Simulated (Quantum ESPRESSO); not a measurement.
**Single-point calculation, with input and output: Ta2N (part 2 of 2)**

The same run, continued: Ta2N (P-3m1, 3 atoms in the cell); Kohn-Sham DFT of a periodic cell, r2SCAN, SG15 PBE 1.2, no spin polarisation (Quantum ESPRESSO 7.5); cutoff 1197.3 eV, 4×4×2 k-mesh, fermi-dirac of 0.05 eV. The structure derives from a Materials Project entry. The volume is scaled by 1.04.

Geometry of the input (Å; fractional positions):
```
3.1538  0.0000  0.0000
-1.5769  2.7313  0.0000
0.0000  0.0000  4.9339
Ta 0.3333  0.6667  0.2547
Ta 0.6667  0.3333  0.7453
N  0.0000  0.0000  0.0000
```

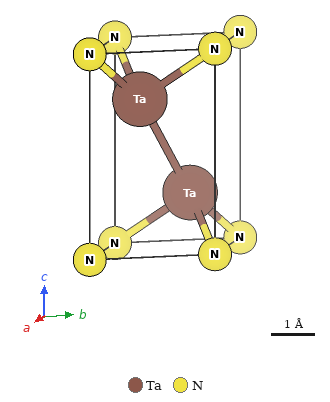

Figure 1. The structure (ball-and-stick view of the cell of the calculation, seen slightly off an axis).

## The program's output, continued
```
   -42.8238 -42.8021  -9.4274  -9.2608  -9.1970  -9.0716  -8.9458  -8.8650
     7.8827   7.9672   7.9720   7.9767   7.9795   7.9796   7.9860   7.9880
     7.9941   7.9970   7.9989   8.0119   8.0123   8.0185  10.3379  19.3565
    21.2400  21.4249  23.3832  24.9957  26.2312  29.4162  29.5241  31.2468
    31.3913  31.6667  31.6838  31.7589  33.2738  36.3743  36.7412  38.1863

          k = 0.0000-0.5774-0.3196 (  3992 PWs)   bands (ev):

   -42.8141 -42.8118  -9.4877  -9.4483  -8.9696  -8.9689  -8.9458  -8.9389
     7.8933   7.9639   7.9720   7.9738   7.9791   7.9820   7.9917   7.9929
     7.9929   7.9951   8.0006   8.0025   8.0079   8.0154  10.3016  19.3580
    21.1135  21.6718  24.5939  25.4127  25.5949  27.4748  28.3383  30.7855
    31.0705  31.3990  31.7837  34.1396  34.2263  35.2263  36.6582  38.9728

          k = 0.2500 0.1443 0.0000 (  3979 PWs)   bands (ev):

   -42.8526 -42.8035  -9.4128  -9.1652  -9.0441  -8.9954  -8.8307  -8.8144
     7.8940   7.9696   7.9731   7.9739   7.9786   7.9794   7.9845   7.9875
     7.9900   7.9957   7.9968   8.0027   8.0028   8.0164  10.0259  19.9015
    20.6167  21.6766  23.9643  24.9871  26.0810  27.8453  28.7129  29.0722
    29.5475  30.7529  31.6666  32.0308  33.3280  35.9509  37.8344  39.7854

          k = 0.2500 0.1443-0.3196 (  3998 PWs)   bands (ev):

   -42.8306 -42.8256  -9.3097  -9.2465  -8.9544  -8.9320  -8.9208  -8.9064
     7.8943   7.9614   7.9639   7.9712   7.9755   7.9780   7.9915   7.9941
     7.9990   7.9991   8.0010   8.0044   8.0069   8.0081  10.0514  19.9479
    20.7109  21.6915  24.1281  25.2308  25.7960  27.8567  28.4266  29.3265
    29.4905  30.3067  30.7930  32.7167  33.1372  34.0456  39.3104  41.2545

          k = 0.2500 0.4330 0.0000 (  4001 PWs)   bands (ev):

   -42.8239 -42.8020  -9.3360  -9.2321  -9.2020  -9.0855  -8.9801  -8.9401
     7.8898   7.9682   7.9690   7.9745   7.9751   7.9840   7.9857   7.9903
     7.9973   7.9975   7.9989   8.0068   8.0117   8.0129  10.3349  19.8738
    21.0213  21.3851  24.3145  24.6660  25.2273  28.6308  29.7906  30.3233
    30.3627  31.1477  32.1717  33.3170  33.8708  37.1412  37.2967  39.2712

          k = 0.2500 0.4330-0.3196 (  4020 PWs)   bands (ev):

   -42.8141 -42.8118  -9.4008  -9.3659  -9.1168  -9.1113  -8.8905  -8.8830
     7.8999   7.9694   7.9725   7.9748   7.9822   7.9850   7.9864   7.9877
     7.9917   7.9929   7.9944   8.0002   8.0059   8.0151  10.3387  20.0288
    20.6010  21.2623  25.0906  25.4758  25.6753  27.5977  27.9009  29.7500
    31.1661  31.8319  32.0485  32.5254  35.3994  35.4734  37.1551  38.2037

          k = 0.2500-0.4330 0.0000 (  4001 PWs)   bands (ev):

   -42.8239 -42.8020  -9.3360  -9.2321  -9.2020  -9.0855  -8.9801  -8.9401
     7.8898   7.9682   7.9690   7.9745   7.9751   7.9840   7.9857   7.9903
     7.9973   7.9975   7.9989   8.0068   8.0117   8.0129  10.3349  19.8738
    21.0213  21.3851  24.3145  24.6660  25.2273  28.6308  29.7906  30.3233
    30.3627  31.1477  32.1717  33.3170  33.8708  37.1412  37.2967  39.2712

          k = 0.2500-0.4330-0.3196 (  4020 PWs)   bands (ev):

   -42.8141 -42.8118  -9.4008  -9.3659  -9.1168  -9.1113  -8.8905  -8.8830
     7.8999   7.9694   7.9725   7.9748   7.9822   7.9850   7.9864   7.9877
     7.9917   7.9929   7.9944   8.0002   8.0059   8.0151  10.3387  20.0288
    20.6010  21.2623  25.0906  25.4758  25.6753  27.5977  27.9009  29.7500
    31.1661  31.8319  32.0485  32.5254  35.3994  35.4734  37.1551  38.2037

          k = 0.2500-0.1443 0.0000 (  3979 PWs)   bands (ev):

   -42.8526 -42.8035  -9.4128  -9.1652  -9.0441  -8.9954  -8.8307  -8.8144
     7.8940   7.9696   7.9731   7.9739   7.9786   7.9794   7.9845   7.9875
     7.9900   7.9957   7.9968   8.0027   8.0028   8.0164  10.0259  19.9015
    20.6167  21.6766  23.9643  24.9871  26.0810  27.8453  28.7129  29.0722
    29.5475  30.7529  31.6666  32.0308  33.3280  35.9509  37.8344  39.7854

          k = 0.2500-0.1443-0.3196 (  3998 PWs)   bands (ev):

   -42.8306 -42.8256  -9.3097  -9.2465  -8.9544  -8.9320  -8.9208  -8.9064
     7.8943   7.9614   7.9639   7.9712   7.9755   7.9780   7.9915   7.9941
     7.9990   7.9991   8.0010   8.0044   8.0069   8.0081  10.0514  19.9479
    20.7109  21.6915  24.1281  25.2308  25.7960  27.8567  28.4266  29.3265
    29.4905  30.3067  30.7930  32.7167  33.1372  34.0456  39.3104  41.2545

          k =-0.5000-0.2887 0.0000 (  3992 PWs)   bands (ev):

   -42.8238 -42.8021  -9.4274  -9.2608  -9.1970  -9.0716  -8.9458  -8.8650
     7.8827   7.9672   7.9720   7.9767   7.9795   7.9796   7.9860   7.9880
     7.9941   7.9970   7.9989   8.0119   8.0123   8.0185  10.3379  19.3565
    21.2400  21.4249  23.3832  24.9957  26.2312  29.4162  29.5241  31.2468
    31.3913  31.6667  31.6838  31.7589  33.2738  36.3743  36.7412  38.1863

          k =-0.5000-0.2887-0.3196 (  3992 PWs)   bands (ev):

   -42.8141 -42.8118  -9.4877  -9.4483  -8.9696  -8.9689  -8.9458  -8.9389
     7.8933   7.9639   7.9720   7.9738   7.9791   7.9820   7.9917   7.9929
     7.9929   7.9951   8.0006   8.0025   8.0079   8.0154  10.3016  19.3580
    21.1135  21.6718  24.5939  25.4127  25.5949  27.4748  28.3383  30.7855
    31.0705  31.3990  31.7837  34.1396  34.2263  35.2263  36.6582  38.9728

          k =-0.5000 0.0000 0.0000 (  4001 PWs)   bands (ev):

   -42.8239 -42.8020  -9.3360  -9.2321  -9.2020  -9.0855  -8.9801  -8.9401
     7.8898   7.9682   7.9690   7.9745   7.9751   7.9840   7.9857   7.9903
     7.9973   7.9975   7.9989   8.0068   8.0117   8.0129  10.3349  19.8738
    21.0213  21.3851  24.3145  24.6660  25.2273  28.6308  29.7906  30.3233
    30.3627  31.1477  32.1717  33.3170  33.8708  37.1412  37.2967  39.2712

          k =-0.5000 0.0000-0.3196 (  4020 PWs)   bands (ev):

   -42.8141 -42.8118  -9.4008  -9.3659  -9.1168  -9.1113  -8.8905  -8.8830
     7.8999   7.9694   7.9725   7.9748   7.9822   7.9850   7.9864   7.9877
     7.9917   7.9929   7.9944   8.0002   8.0059   8.0151  10.3387  20.0288
    20.6010  21.2623  25.0906  25.4758  25.6753  27.5977  27.9009  29.7500
    31.1661  31.8319  32.0485  32.5254  35.3994  35.4734  37.1551  38.2037

          k =-0.5000-0.8660 0.0000 (  3992 PWs)   bands (ev):

   -42.8238 -42.8021  -9.4274  -9.2608  -9.1970  -9.0716  -8.9458  -8.8650
     7.8827   7.9672   7.9720   7.9767   7.9795   7.9796   7.9860   7.9880
     7.9941   7.9970   7.9989   8.0119   8.0123   8.0185  10.3379  19.3565
    21.2400  21.4249  23.3832  24.9957  26.2312  29.4162  29.5241  31.2468
    31.3913  31.6667  31.6838  31.7589  33.2738  36.3743  36.7412  38.1863

          k =-0.5000-0.8660-0.3196 (  3992 PWs)   bands (ev):

   -42.8141 -42.8118  -9.4877  -9.4483  -8.9696  -8.9689  -8.9458  -8.9389
     7.8933   7.9639   7.9720   7.9738   7.9791   7.9820   7.9917   7.9929
     7.9929   7.9951   8.0006   8.0025   8.0079   8.0154  10.3016  19.3580
    21.1135  21.6718  24.5939  25.4127  25.5949  27.4748  28.3383  30.7855
    31.0705  31.3990  31.7837  34.1396  34.2263  35.2263  36.6582  38.9728

     the Fermi energy is    27.8175 ev

!    total energy              =   -1010.86380638 Ry
     estimated scf accuracy    <          4.6E-09 Ry
     smearing contrib. (-TS)   =      -0.00254276 Ry
     internal energy E=F+TS    =   -1010.86126363 Ry

     The total energy is F=E-TS. E is the sum of the following terms:
     one-electron contribution =    -287.22454251 Ry
     hartree contribution      =     211.40856864 Ry
     xc contribution           =     -83.88278480 Ry
     ewald contribution        =    -851.16250495 Ry

     convergence has been achieved in  14 iterations

     Forces acting on atoms (cartesian axes, Ry/au):

     atom    1 type  1   force =    -0.00000647   -0.00000444   -0.02426073
     atom    2 type  1   force =     0.00000554    0.00000321    0.02425006
     atom    3 type  2   force =     0.00000094    0.00000123    0.00001066

     Total force =     0.034302     Total SCF correction =     0.000433

     Computing stress (Cartesian axis) and pressure

          total   stress  (Ry/bohr**3)                   (kbar)     P=     -225.27
  -0.00167678  -0.00000000  -0.00000001         -246.66       -0.00       -0.00
  -0.00000000  -0.00167678  -0.00000001           -0.00     -246.66       -0.00
  -0.00000001  -0.00000001  -0.00124048           -0.00       -0.00     -182.48

=------------------------------------------------------------------------------=
   JOB DONE.
=------------------------------------------------------------------------------=
```

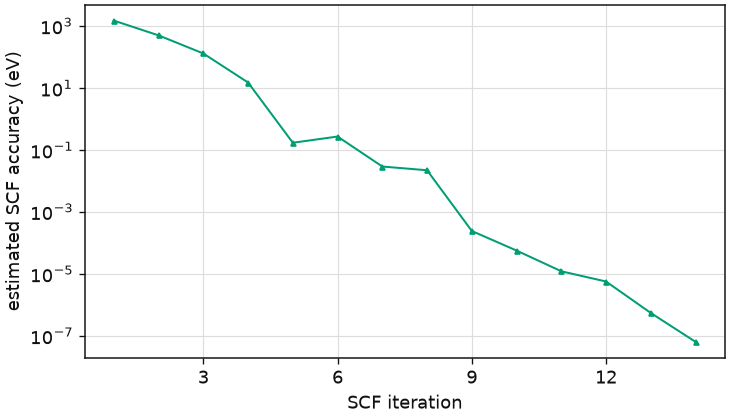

Figure 2. Convergence of the self-consistent field: estimated SCF accuracy against the iteration. The field takes 14 iterations in all.

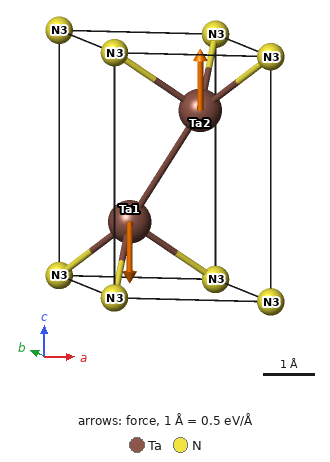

Figure 3. Forces on the atoms as orange arrows (ball-and-stick view of the cell of the calculation, seen slightly off an axis; atoms are numbered from 1 in the order of the input). The largest act on Ta1, Ta2 (0.62 eV/Å). 

## Results in brief

```tsv
quantity	value
outcome	converged
space group (tolerance 0.01 Å)	P-3m1 (164)
electrons treated	59
free energy	−13753.5027 eV
Fermi energy	27.817 eV
gap on the k-point mesh	none (metallic)
pressure	−22.53 GPa
largest force (length of the vector)	0.624 eV/Å
hardware	2 threads of Intel Xeon @ 2.90GHz (Ice Lake), 128 GiB of memory available, shared host
wall time	91 s (CPU time 2.9 min)
peak memory	0.24 GiB
```

Further notes kept with the run: potentials made for another functional. Points of doubt noted for this run: coarse mesh; potentials made for another functional. Spin–orbit coupling is left out, which matters for Ta. The cell holds an odd number of electrons but the run has no spin polarisation, so it comes out as a metal. The k-point mesh is coarse for a cell of this size, so the results may not be converged.
